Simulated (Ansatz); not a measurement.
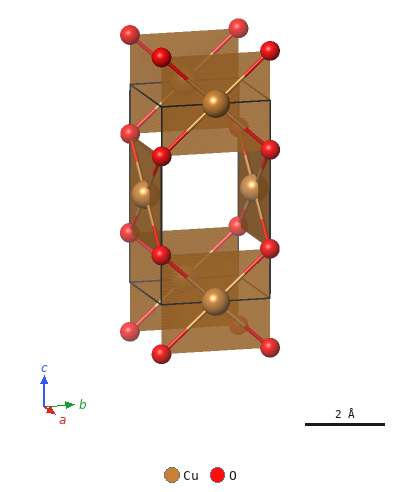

*The structure (polyhedral view of the cell of the calculation, seen slightly off an axis; polyhedra are completed across the faces of the cell). An atom can appear more than once, as a periodic image.*

## Single-point calculation of CuO (part 1 of 2)

The run: single-point calculation of CuO (4 atoms in the cell). Method and program: DFT r2SCAN, scalar-relativistic, plane waves, PAW, spin-polarised (Ansatz 0.2.0).

The structure derives from a Materials Project entry. It belongs to a series of runs on one base structure; here: structure listed in a database for this formula (P-1, No. 2). Figures and captions count atoms from 1; the log counts them from 0 in places.

Output:
```
Engine: ansatz 0.2.0, aarch64-unknown-linux-gnu
Pseudopotentials: kind: paw
Pseudopotential: Cu, paw, valence charge 19, recommended cutoff 500 eV (meta_gga), Cu.paw.azcp
Pseudopotential: O, paw, valence charge 6, recommended cutoff 500 eV (meta_gga), O.paw.azcp
Functional definition: r2SCAN
  parameter k0 = 0.174
  parameter k1 = 0.065
  parameter a1 = 4.9479
  exchange = r2scan_x(k0 = k0, k1 = k1, a1 = a1)
  correlation = r2scan_c
Crystal: 4 atoms, lattice volume = 42.916 Å³
Basis set: ecut = 500 eV, 1087 PW (Γ), exchange–correlation on 96×96×160 points (64 copies of the dense FFT grid, shifted against one another)
Bands: 32, of which v1, the nominal top of the filled ones, is band 25 counted from 1 (24 counted from 0)
Symmetry: 2 space group operations
Space group: P-1 (ITA 2), of the structure as read, at distance tolerance 3.5e-5 Å
Magnetic group: BNS 2.4 (UNI 4), of the structure as read, at distance tolerance 3.5e-5 Å
k-points: 76 of 144
Non-local potential: Cu, projectors of the file, l = 0: 3, l = 1: 2, l = 2: 3, l = 3: 1
Non-local potential: O, projectors of the file, l = 0: 2, l = 1: 2, l = 2: 1
PAW form: soft (Blöchl's): semilocal exchange-correlation on the pseudo side does not see the compensation charge
PAW frozen core: Cu, regenerated for the run's functional (the file was generated under x = pbe(κ = 0.804, μ = 0.2195149727645171), c = pbe(β = 0.06672455060314922))
PAW frozen core: O, regenerated for the run's functional (the file was generated under x = pbe(κ = 0.804, μ = 0.2195149727645171), c = pbe(β = 0.06672455060314922))
PAW one-centre angular grid: Cu, 590 points (default); XC on 160 Gauss nodes
PAW one-centre angular grid: O, 302 points (default); XC on 160 Gauss nodes
Initial density: superposition of atomic densities (chi_scale 0.1, normalization cell, long waves kept (reshape's long-wave potential 0.00 eV rms))
Starting moments: Σ|m| = 2 μB on 2 of 4 sites
Initial wavefunctions: pseudopotential atomic-orbital guess
Functional: x = r2scan, c = r2scan; τ floored in thin density (d = 2e-4 eV/Å³)
iter 1 solved again at ethr=7.33e-4 eV; its pass at ethr=3.10e-3 eV (dr2=3.67e-1 eV) is discarded
SCF iter   1: F=-14397.026143 eV  HF=-14396.351464 eV  |F-HF|=6.75e-1  |Δ(HF+E_count)|=         —  Δρ=8.20e-2 (↑6.53e-2 ↓8.20e-2)  dr2=3.68e-1  dr2_τ=3.80e-2  dr2_m=1.88e0  M=0.755 μB ∫|m|=0.827 μB  β_m=0.30  ethr=7.33e-4  ⟨swp⟩=1.0  Hψ=24197  notcnv=0
preconditioner: auto → Kerker (q_TF=auto, 2.799 Å⁻¹)  [metal: Δε(μ)=0.017 eV  Ē_g=14.215 eV  σ=0.100 eV  W_gap=0.10  n_scr=16 (ndim 8)  ℏωp=33.1 eV  f_vac=0.003  D(μ)=2.93/eV (n_scr^D=36)]
spin=Collinear: Kerker preconditioning applied to the charge; magnetization (m = ρ↑ − ρ↓) channel mixes plain (no charge-response kernel on spin).
SCF iter   2: F=-14397.225528 eV  HF=-14396.781616 eV  |F-HF|=4.44e-1  |Δ(HF+E_count)|=   4.30e-1  Δρ=5.35e-2 (↑5.35e-2 ↓4.55e-2)  dr2=2.28e-1  dr2_τ=1.10e-2  dr2_m=7.92e-1  M=0.869 μB ∫|m|=0.931 μB  β_m=0.30  ethr=7.33e-4  ⟨swp⟩=2.5  Hψ=8340  notcnv=0  κ⁻¹=1.0e0(r=1)
SCF iter   3: F=-14397.260174 eV  HF=-14397.005049 eV  |F-HF|=2.55e-1  |Δ(HF+E_count)|=   2.23e-1  Δρ=3.85e-2 (↑3.85e-2 ↓3.24e-2)  dr2=1.64e-1  dr2_τ=6.26e-3  dr2_m=3.79e-1  M=0.916 μB ∫|m|=0.978 μB  β_m=0.30  ethr=4.55e-4  ⟨swp⟩=2.0  Hψ=7141  notcnv=0  defer=48  κ⁻¹=2.3e-2(r=2)
SCF iter   4: F=-14397.282404 eV  HF=-14397.252738 eV  |F-HF|=2.97e-2  |Δ(HF+E_count)|=   2.48e-1  Δρ=2.24e-2 (↑2.24e-2 ↓1.46e-2)  dr2=4.45e-2  dr2_τ=2.00e-3  dr2_m=1.27e-1  M=1.048 μB ∫|m|=1.113 μB  β_m=0.30  ethr=3.28e-4  ⟨swp⟩=2.0  Hψ=8559  notcnv=0  defer=48  κ⁻¹=5.9e-3(r=3)
SCF iter   5: F=-14397.309172 eV  HF=-14397.282268 eV  |F-HF|=2.69e-2  |Δ(HF+E_count)|=   2.95e-2  Δρ=1.50e-2 (↑1.50e-2 ↓8.95e-3)  dr2=2.75e-2  dr2_τ=1.21e-3  dr2_m=5.17e-2  M=1.151 μB ∫|m|=1.218 μB  β_m=0.30  ethr=8.90e-5  ⟨swp⟩=1.4  Hψ=6012  notcnv=0  defer=165  κ⁻¹=5.4e-4(r=4)
SCF iter   6: F=-14397.332500 eV  HF=-14397.302883 eV  |F-HF|=2.96e-2  |Δ(HF+E_count)|=   2.06e-2  Δρ=9.59e-3 (↑9.59e-3 ↓8.48e-3)  dr2=8.70e-3  dr2_τ=8.47e-4  dr2_m=2.98e-2  M=1.240 μB ∫|m|=1.310 μB  β_m=1.00  ethr=5.51e-5  ⟨swp⟩=1.6  Hψ=6344  notcnv=0  defer=238  κ⁻¹=5.3e-4(r=5)
SCF iter   7: F=-14397.349073 eV  HF=-14397.325429 eV  |F-HF|=2.36e-2  |Δ(HF+E_count)|=   2.25e-2  Δρ=7.07e-3 (↑7.07e-3 ↓5.30e-3)  dr2=1.47e-2  dr2_τ=6.47e-4  dr2_m=9.66e-3  M=1.349 μB ∫|m|=1.441 μB  β_m=1.00  ethr=1.74e-5  ⟨swp⟩=2.0  Hψ=9982  notcnv=0  defer=288  κ⁻¹=1.0e-4(r=6)
SCF iter   8: F=-14397.369934 eV  HF=-14397.339111 eV  |F-HF|=3.08e-2  |Δ(HF+E_count)|=   1.37e-2  Δρ=5.40e-3 (↑5.40e-3 ↓4.53e-3)  dr2=1.13e-3  dr2_τ=2.95e-4  dr2_m=9.44e-3  M=1.450 μB ∫|m|=1.553 μB  β_m=1.00  ethr=1.74e-5  ⟨swp⟩=2.0  Hψ=8905  notcnv=0  defer=292  κ⁻¹=1.7e-5(r=7)
SCF iter   9: F=-14397.377627 eV  HF=-14397.347780 eV  |F-HF|=2.98e-2  |Δ(HF+E_count)|=   8.67e-3  Δρ=3.67e-3 (↑3.67e-3 ↓3.60e-3)  dr2=3.61e-3  dr2_τ=1.14e-4  dr2_m=4.25e-3  M=1.518 μB ∫|m|=1.627 μB  β_m=1.00  ethr=2.27e-6  ⟨swp⟩=2.0  Hψ=9393  notcnv=0  defer=292  κ⁻¹=1.3e-6(r=8)
SCF iter  10: F=-14397.379728 eV  HF=-14397.358765 eV  |F-HF|=2.10e-2  |Δ(HF+E_count)|=   1.10e-2  Δρ=4.12e-3 (↑3.18e-3 ↓4.12e-3)  dr2=9.74e-3  dr2_τ=8.93e-5  dr2_m=2.79e-3  M=1.570 μB ∫|m|=1.684 μB  β_m=1.00  ethr=2.27e-6  ⟨swp⟩=2.0  Hψ=8342  notcnv=0  defer=292  κ⁻¹=7.8e-7(r=8)
SCF iter  11: F=-14397.368812 eV  HF=-14397.372239 eV  |F-HF|=3.43e-3  |Δ(HF+E_count)|=   1.35e-2  Δρ=7.15e-3 (↑4.46e-3 ↓7.15e-3)  dr2=3.54e-2  dr2_τ=2.05e-4  dr2_m=4.35e-3  M=1.632 μB ∫|m|=1.751 μB  β_m=1.00  ethr=2.27e-6  ⟨swp⟩=2.0  Hψ=7826  notcnv=0  defer=292  κ⁻¹=7.4e-7(r=8)
SCF iter  12: F=-14397.347899 eV  HF=-14397.384253 eV  |F-HF|=3.64e-2  |Δ(HF+E_count)|=   1.20e-2  Δρ=1.01e-2 (↑6.16e-3 ↓1.01e-2)  dr2=7.51e-2  dr2_τ=3.40e-4  dr2_m=7.11e-3  M=1.713 μB ∫|m|=1.837 μB  β_m=1.00  ethr=2.27e-6  ⟨swp⟩=2.1  Hψ=8090  notcnv=0  defer=292  κ⁻¹=5.6e-7(r=8)
SCF iter  13: F=-14397.351776 eV  HF=-14397.385929 eV  |F-HF|=3.42e-2  |Δ(HF+E_count)|=   1.68e-3  Δρ=9.01e-3 (↑6.63e-3 ↓9.01e-3)  dr2=7.57e-2  dr2_τ=2.85e-4  dr2_m=3.74e-3  M=1.774 μB ∫|m|=1.903 μB  β_m=1.00  ethr=2.27e-6  ⟨swp⟩=2.0  Hψ=9078  notcnv=0  defer=292  κ⁻¹=6.1e-7(r=8)
SCF iter  14: F=-14397.351418 eV  HF=-14397.393893 eV  |F-HF|=4.25e-2  |Δ(HF+E_count)|=   7.96e-3  Δρ=9.01e-3 (↑6.95e-3 ↓9.01e-3)  dr2=8.22e-2  dr2_τ=2.86e-4  dr2_m=2.63e-3  M=1.822 μB ∫|m|=1.958 μB  β_m=1.00  ethr=2.27e-6  ⟨swp⟩=2.0  Hψ=7484  notcnv=0  defer=292  κ⁻¹=6.8e-7(r=8)
SCF iter  15: F=-14397.297640 eV  HF=-14397.418407 eV  |F-HF|=1.21e-1  |Δ(HF+E_count)|=   2.45e-2  Δρ=1.32e-2 (↑9.39e-3 ↓1.32e-2)  dr2=1.72e-1  dr2_τ=6.37e-4  dr2_m=4.06e-3  M=1.871 μB ∫|m|=2.016 μB  β_m=1.00  ethr=2.27e-6  ⟨swp⟩=2.0  Hψ=7839  notcnv=0  defer=292  κ⁻¹=1.0e-6(r=8)
SCF iter  16: F=-14397.282687 eV  HF=-14397.425244 eV  |F-HF|=1.43e-1  |Δ(HF+E_count)|=   6.84e-3  Δρ=1.25e-2 (↑1.10e-2 ↓1.25e-2)  dr2=1.93e-1  dr2_τ=6.15e-4  dr2_m=1.10e-3  M=1.893 μB ∫|m|=2.045 μB  β_m=1.20  ethr=2.27e-6  ⟨swp⟩=2.2  Hψ=8067  notcnv=0  defer=292
Mixer restart at iter 16: flushing history
spin-set hold released at iteration 16 (site moments' squared step at or under half its running peak, from the soft ceiling on): the magnetisation degrees of freedom join the quasi-Newton model from the next iteration; the mixer history was flushed
SCF iter  17: F=-14397.396998 eV  HF=-14397.401768 eV  |F-HF|=4.77e-3  |Δ(HF+E_count)|=   2.35e-2  Δρ=6.04e-3 (↑6.04e-3 ↓2.67e-3)  dr2=2.58e-2  dr2_τ=4.31e-4  dr2_m=2.59e-3  M=1.878 μB ∫|m|=2.033 μB  β_m=1.20  ethr=2.27e-6  ⟨swp⟩=3.0  Hψ=11411  notcnv=0  defer=291  κ⁻¹=1.0e0(r=1)
SCF iter  18: F=-14397.408085 eV  HF=-14397.410885 eV  |F-HF|=2.80e-3  |Δ(HF+E_count)|=   9.12e-3  Δρ=2.84e-3 (↑1.71e-3 ↓2.84e-3)  dr2=6.14e-3  dr2_τ=3.59e-5  dr2_m=5.41e-4  M=1.878 μB ∫|m|=2.041 μB  β_m=1.20  ethr=2.27e-6  ⟨swp⟩=2.0  Hψ=9939  notcnv=0  defer=301  κ⁻¹=1.1e-1(r=2)
SCF iter  19: F=-14397.409599 eV  HF=-14397.410139 eV  |F-HF|=5.40e-4  |Δ(HF+E_count)|=   7.46e-4  Δρ=1.65e-3 (↑1.32e-3 ↓1.65e-3)  dr2=2.63e-3  dr2_τ=2.26e-5  dr2_m=4.94e-5  M=1.881 μB ∫|m|=2.047 μB  β_m=1.20  ethr=2.27e-6  ⟨swp⟩=2.3  Hψ=7668  notcnv=0  defer=305  κ⁻¹=3.3e-3(r=3)
SCF iter  20: F=-14397.410405 eV  HF=-14397.410219 eV  |F-HF|=1.87e-4  |Δ(HF+E_count)|=   8.00e-5  Δρ=8.67e-4 (↑7.95e-4 ↓8.67e-4)  dr2=5.45e-4  dr2_τ=1.29e-5  dr2_m=1.95e-6  M=1.884 μB ∫|m|=2.054 μB  β_m=1.20  ethr=2.27e-6  ⟨swp⟩=2.1  Hψ=7567  notcnv=0  defer=305  κ⁻¹=1.5e-3(r=4)
SCF iter  21: F=-14397.410496 eV  HF=-14397.410553 eV  |F-HF|=5.75e-5  |Δ(HF+E_count)|=   3.35e-4  Δρ=9.19e-4 (↑3.90e-4 ↓9.19e-4)  dr2=3.98e-4  dr2_τ=2.76e-6  dr2_m=3.28e-5  M=1.885 μB ∫|m|=2.058 μB  β_m=1.20  ethr=1.09e-6  ⟨swp⟩=2.0  Hψ=8538  notcnv=0  defer=322  κ⁻¹=1.3e-4(r=5)
SCF iter  22: F=-14397.410537 eV  HF=-14397.410568 eV  |F-HF|=3.16e-5  |Δ(HF+E_count)|=   1.49e-5  Δρ=6.76e-4 (↑3.32e-4 ↓6.76e-4)  dr2=2.39e-4  dr2_τ=1.40e-6  dr2_m=1.39e-5  M=1.885 μB ∫|m|=2.058 μB  β_m=1.20  ethr=7.96e-7  ⟨swp⟩=1.0  Hψ=5197  notcnv=0  defer=323  κ⁻¹=1.4e-5(r=6)
SCF iter  23: F=-14397.410571 eV  HF=-14397.410575 eV  |F-HF|=3.92e-6  |Δ(HF+E_count)|=   6.37e-6  Δρ=1.38e-4 (↑8.24e-5 ↓1.38e-4)  dr2=1.73e-5  dr2_τ=1.10e-7  dr2_m=1.08e-6  M=1.883 μB ∫|m|=2.056 μB  β_m=1.20  ethr=4.79e-7  ⟨swp⟩=2.3  Hψ=7532  notcnv=0  defer=323  κ⁻¹=3.5e-6(r=7)
SCF iter  24: F=-14397.410578 eV  HF=-14397.410569 eV  |F-HF|=8.68e-6  |Δ(HF+E_count)|=   5.53e-6  Δρ=8.02e-5 (↑6.51e-5 ↓8.02e-5)  dr2=3.77e-6  dr2_τ=2.34e-8  dr2_m=6.81e-8  M=1.883 μB ∫|m|=2.055 μB  β_m=1.20  ethr=3.46e-8  ⟨swp⟩=2.3  Hψ=7113  notcnv=0  defer=326  κ⁻¹=2.6e-6(r=8)
SCF iter  25: F=-14397.410579 eV  HF=-14397.410578 eV  |F-HF|=1.48e-6  |Δ(HF+E_count)|=   8.80e-6  Δρ=1.10e-4 (↑5.39e-5 ↓1.10e-4)  dr2=5.04e-6  dr2_τ=2.79e-8  dr2_m=3.99e-7  M=1.883 μB ∫|m|=2.055 μB  β_m=1.20  ethr=7.54e-9  ⟨swp⟩=2.0  Hψ=8152  notcnv=0  defer=326  κ⁻¹=2.0e-5(r=8)
SCF iter  26: F=-14397.410580 eV  HF=-14397.410580 eV  |F-HF|=1.60e-7  |Δ(HF+E_count)|=   2.15e-6  Δρ=2.29e-5 (↑2.27e-5 ↓2.29e-5)  dr2=3.11e-7  dr2_τ=7.54e-9  dr2_m=1.83e-9  M=1.883 μB ∫|m|=2.056 μB  β_m=1.20  ethr=7.54e-9  ⟨swp⟩=2.0  Hψ=7544  notcnv=0  defer=326  κ⁻¹=2.1e-5(r=8)
SCF iter  27: F=-14397.410580 eV  HF=-14397.410580 eV  |F-HF|=3.32e-8  |Δ(HF+E_count)|=   2.21e-7  Δρ=8.96e-6 (↑8.96e-6 ↓8.67e-6)  dr2=5.88e-8  dr2_τ=1.06e-9  dr2_m=8.74e-10  M=1.883 μB ∫|m|=2.056 μB  ethr=2.00e-10  ⟨swp⟩=6.6  Hψ=20079  notcnv=0
SCF 1 converged in 27 iterations: F = -14397.410580 eV  dr2 = 5.88e-8
  greatest PAW one-centre occupation: 1.000 electrons in one spin orbital (limit 2), on the Cu atom at site 1 (counted from 0), in its partial waves of l = 0
```
